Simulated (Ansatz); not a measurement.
# Single-point calculation, with input and output: Ta₂N

- system: Ta₂N (3 atoms in the cell)
- method: DFT r2SCAN, scalar-relativistic, plane waves, PAW, no spin polarisation (Ansatz 0.2.0)

The structure derives from a Materials Project entry. It belongs to a series of runs on one base structure; here: structure listed in a database for this formula (P-3m1, No. 164). Figures and captions count atoms from 1; the log counts them from 0 in places.

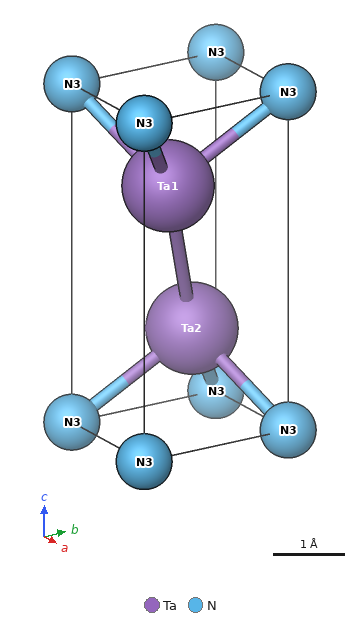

Figure 1. The structure as given in the input (ball-and-stick view of the cell of the calculation, seen slightly off an axis; atoms are numbered from 1 in the order of the input). Near neighbours in the crystal (not all of them lie inside the picture): Ta has 3 N at 2.18 Å and 12 Ta at 2.99 to 3.11 Å; N has 6 Ta at 2.18 Å.

### Input
```yaml
crystal:
  lattice:
    - [3.112861506, 0.0, 0.0]
    - [-1.556430753, 2.6958171426, 0.0]
    - [0.0, 0.0, 4.869841]
  atoms:
    - { symbol: Ta, position: [0.66666667, 0.33333333, 0.745289] }
    - { symbol: Ta, position: [0.33333333, 0.66666667, 0.254711] }
    - { symbol: "N", position: [0.0, 0.0, 0.0] }
basis:
  ecutwfc: 500
kpoints:
  mp_grid: { grid: [6, 6, 4] }
hamiltonian:
  xc: r2scan
scf:
  occupations: { method: gaussian, width: 0.1 }
  lower_state_search: "off"
output:
  forces: true
  stress: true
  eigenvalues: true
```

Hardware: 1 thread of Intel Xeon (Granite Rapids), 192 GiB of memory available, shared host.

Launched with:
```bash
ansatz run input.yaml --threads 1 --pin off --max-ram 2560MiB --backend cpu --events-out ev --progress --plain --runs-dir out
```

### What the program printed
```
Engine: ansatz 0.2.0, x86_64-unknown-linux-gnu
Pseudopotentials: kind: paw
Pseudopotential: Ta, paw, valence charge 13, recommended cutoff 500 eV (meta_gga), Ta.paw.azcp
Pseudopotential: N, paw, valence charge 5, recommended cutoff 500 eV (meta_gga), N.paw.azcp
Functional definition: r2SCAN
  parameter k0 = 0.174
  parameter k1 = 0.065
  parameter a1 = 4.9479
  exchange = r2scan_x(k0 = k0, k1 = k1, a1 = a1)
  correlation = r2scan_c
Crystal: 3 atoms, lattice volume = 40.866 Å³
Basis set: ecut = 500 eV, 1085 PW (Γ), exchange–correlation on 96×96×144 points (64 copies of the dense FFT grid, shifted against one another)
Bands: 20, of which v1, the nominal top of the filled ones, is band 16 counted from 1 (15 counted from 0)
Symmetry: 12 space group operations
Space group: P-3m1 (ITA 164), of the structure as read, at distance tolerance 3.4e-5 Å
k-points: 24 of 144
Non-local potential: Ta, projectors of the file, l = 0: 3, l = 1: 2, l = 2: 2, l = 3: 1
Non-local potential: N, projectors of the file, l = 0: 2, l = 1: 2, l = 2: 1
PAW form: soft (Blöchl's): semilocal exchange-correlation on the pseudo side does not see the compensation charge
PAW frozen core: Ta, regenerated for the run's functional (the file was generated under x = pbe(κ = 0.804, μ = 0.2195149727645171), c = pbe(β = 0.06672455060314922))
PAW frozen core: N, regenerated for the run's functional (the file was generated under x = pbe(κ = 0.804, μ = 0.2195149727645171), c = pbe(β = 0.06672455060314922))
PAW one-centre angular grid: Ta, 590 points (default); XC on 160 Gauss nodes
PAW one-centre angular grid: N, 302 points (default); XC on 160 Gauss nodes
Initial density: superposition of atomic densities (neutral atoms: chi_scale 0, normalization atom), corrected by the library's trained network
Initial wavefunctions: pseudopotential atomic-orbital guess
Functional: x = r2scan, c = r2scan; τ floored in thin density (d = 2e-4 eV/Å³)
SCF iter   1: F=-20276.155522 eV  HF=-20276.089130 eV  |F-HF|=6.64e-2  |Δ(HF+E_count)|=         —  Δρ=8.08e-3  dr2=1.54e-2  dr2_τ=1.41e-1  ethr=1.77e-3  ⟨swp⟩=5.7  Hψ=2362  notcnv=0
preconditioner: auto → none  [insulator: Δε(μ)=0.211 eV  Ē_g=8.859 eV  σ=0.100 eV  W_gap=0.65  n_scr=10 (ndim 8)  ℏωp=22.5 eV  f_vac=0.000  D(μ)=1.32/eV (n_scr^D=8)  ε∞_Penn≈7.4]
SCF iter   2: F=-20276.160638 eV  HF=-20276.159882 eV  |F-HF|=7.56e-4  |Δ(HF+E_count)|=   7.08e-2  Δρ=4.61e-3  dr2=4.25e-3  dr2_τ=4.20e-4  ethr=4.97e-5  ⟨swp⟩=2.3  Hψ=1098  notcnv=0  defer=8
SCF iter   3: F=-20276.159546 eV  HF=-20276.162016 eV  |F-HF|=2.47e-3  |Δ(HF+E_count)|=   2.13e-3  Δρ=1.46e-3  dr2=2.87e-3  dr2_τ=1.14e-4  ethr=1.37e-5  ⟨swp⟩=2.0  Hψ=888  notcnv=0  defer=8
SCF iter   4: F=-20276.160998 eV  HF=-20276.161413 eV  |F-HF|=4.15e-4  |Δ(HF+E_count)|=   6.03e-4  Δρ=1.04e-3  dr2=5.07e-4  dr2_τ=4.44e-5  ethr=9.25e-6  ⟨swp⟩=2.0  Hψ=798  notcnv=0  defer=8
SCF iter   5: F=-20276.161304 eV  HF=-20276.161322 eV  |F-HF|=1.80e-5  |Δ(HF+E_count)|=   9.04e-5  Δρ=3.40e-4  dr2=4.05e-5  dr2_τ=1.33e-5  ethr=1.64e-6  ⟨swp⟩=2.0  Hψ=726  notcnv=0  defer=8
SCF iter   6: F=-20276.161320 eV  HF=-20276.161322 eV  |F-HF|=2.11e-6  |Δ(HF+E_count)|=   6.00e-7  Δρ=1.44e-4  dr2=6.85e-6  dr2_τ=2.71e-7  ethr=1.31e-7  ⟨swp⟩=2.0  Hψ=566  notcnv=0  defer=8
SCF iter   7: F=-20276.161323 eV  HF=-20276.161323 eV  |F-HF|=5.84e-8  |Δ(HF+E_count)|=   1.42e-6  Δρ=2.18e-5  dr2=1.06e-7  dr2_τ=5.90e-9  ethr=2.21e-8  ⟨swp⟩=2.0  Hψ=643  notcnv=0  defer=8
SCF iter   8: F=-20276.161323 eV  HF=-20276.161323 eV  |F-HF|=1.54e-9  |Δ(HF+E_count)|=   1.14e-7  Δρ=2.43e-6  dr2=1.15e-9  dr2_τ=1.94e-10  ethr=3.23e-10  ⟨swp⟩=7.2  Hψ=2045  notcnv=0
SCF 1 converged in 8 iterations: F = -20276.161323 eV  dr2 = 1.15e-9
  greatest PAW one-centre occupation: 0.998 electrons in one spin orbital (limit 2), on the Ta atom at site 1 (counted from 0), in its partial waves of l = 0
```

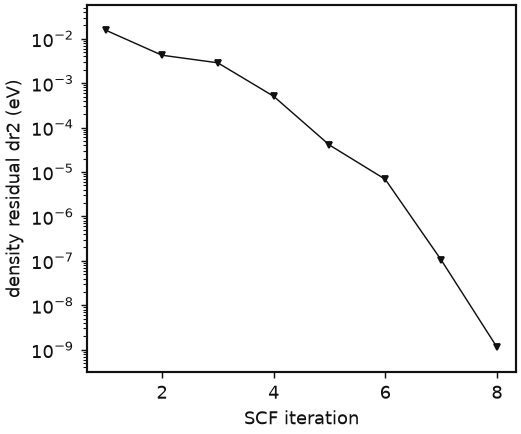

Figure 2. Convergence of the self-consistent field: density residual dr2 against the SCF iteration. The residual falls at every step.

```
SCF converged after 8 iterations
Free energy (F): -20276.161323 eV
Harris-Foulkes:  -20276.161323 eV  (|F-HF|=1.54e-9)
Internal energy: -20276.154721 eV  (E = F + TS)
E sigma→0 (E₀):  -20276.158022 eV
Entropy (-TS):   -0.006603 eV (-2.201 meV/atom)
Fermi energy:    19.690813 eV
--- Per-component energies (eV) ---
  E_band       = -209.688545
  E_kinetic    = 866.209965
  E_local      = -1250.269826  (includes V_loc(G=0)·N_el)
  E_nonlocal   = 73.226450
  E_hartree    = 432.085595
  E_xc         = -469.429997
  E_vxc        = -529.468444  (∫ρ·V_xc dr)
  E_paw        = -16974.740467  (= ΣΔE_a)
  E_vpaw       = -260.536145  (= ΣTr[D̂ρ^β])
  E_aug_tail   = 0.000168  (compensation charges beyond the density's cutoff)
  E_vtau       = 26.977780  (kinetic-family band-sum trace: ∫τ·v_τ [+ j·A + Jᵃ·Aᵃ] dr)
  E_ewald      = -2951.694484
  E_core_change = -1.542125  (= ΣΔE_core)
  E_smearing   = -0.006603  (= −TS)
  E_closure    = -0.000000  (closes the sum)
  Σ components = -20276.161323   (vs F -20276.161323, Δ=0.00e0)
--- Forces (eV/Å), atoms counted from 1 ---
  atom   1  Ta     0.00000000    -0.00000000     0.19294601
  atom   2  Ta     0.00000000     0.00000000    -0.19294601
  atom   3  N      0.00000000     0.00000000     0.00000000
  max |Σ_I F_I| component: 0.00e0 eV/Å
--- Stress (GPa, compression-positive) ---
       -5.972891       0.000000       0.000000
        0.000000      -5.972891      -0.000000
        0.000000      -0.000000      -3.685381
  P = ⅓ Tr σ = -5.2104 GPa (-52.104 kbar)
--- Band table (eV; the first three rows and the last of 24) ---
  k-point 0: bands = ["-50.9925", "-50.9093", "-17.3929", "-16.6386", "-16.6386", "-16.5117", "-16.5117", "-16.3958", "1.0606", "10.8276", "13.2114", "13.2114", "14.2204", "18.9795", "19.4097", "19.4097", "19.7930", "19.9544", "19.9544", "20.8149"]
  k-point 1: bands = ["-50.9805", "-50.9213", "-17.2564", "-16.6210", "-16.6210", "-16.5514", "-16.5294", "-16.5294", "1.1682", "10.4574", "13.1189", "13.1189", "15.0287", "18.0057", "18.8712", "18.8712", "20.5914", "20.5914", "20.7704", "21.7219"]
  k-point 2: bands = ["-50.9548", "-50.9471", "-16.9398", "-16.8869", "-16.5881", "-16.5881", "-16.5624", "-16.5624", "1.2787", "10.1448", "13.0331", "13.0331", "16.5973", "16.6444", "18.5054", "18.5054", "21.4121", "21.6825", "22.0102", "22.0102"]
  k-point 23: bands = ["-50.9077", "-50.9077", "-17.1766", "-17.1766", "-17.0490", "-16.9970", "-16.5633", "-16.5633", "1.9591", "11.5844", "11.5844", "12.8687", "16.9442", "17.4426", "17.4426", "20.3378", "20.3985", "20.3985", "23.7134", "23.7134"]
```

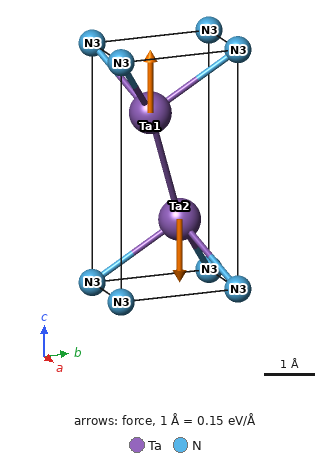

Figure 3. Forces on the atoms as orange arrows (ball-and-stick view of the cell of the calculation, seen slightly off an axis; atoms are numbered from 1 in the order of the input). The largest act on Ta1, Ta2 (0.19 eV/Å). The geometry is not a stationary point of this energy.

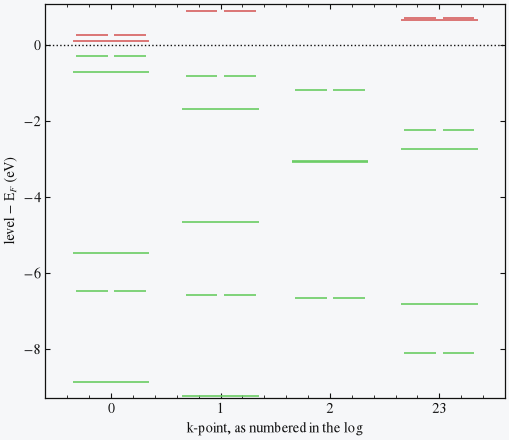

Figure 4. Kohn–Sham levels near the Fermi level (dotted) at the few k-points that the log prints; levels within 0.02 eV of each other stand side by side. The system is metallic on the full mesh.

### Summary

```csv
quantity,value
outcome,converged
space group (tolerance 0.01 Å),P-3m1 (164)
electrons treated,31
free energy,−20276.1613 eV
Fermi energy,19.691 eV
gap on the k-point mesh,none (metallic)
pressure,−5.21 GPa
largest force (length of the vector),0.193 eV/Å
wall time,1.9 s
peak memory,0.42 GiB
```

### Remarks

Spin–orbit coupling is left out, which matters for Ta. The cell holds an odd number of electrons but the run has no spin polarisation, so it comes out as a metal. The cell is under a tension of 5.2 GPa at this level, so it is not at its equilibrium volume.
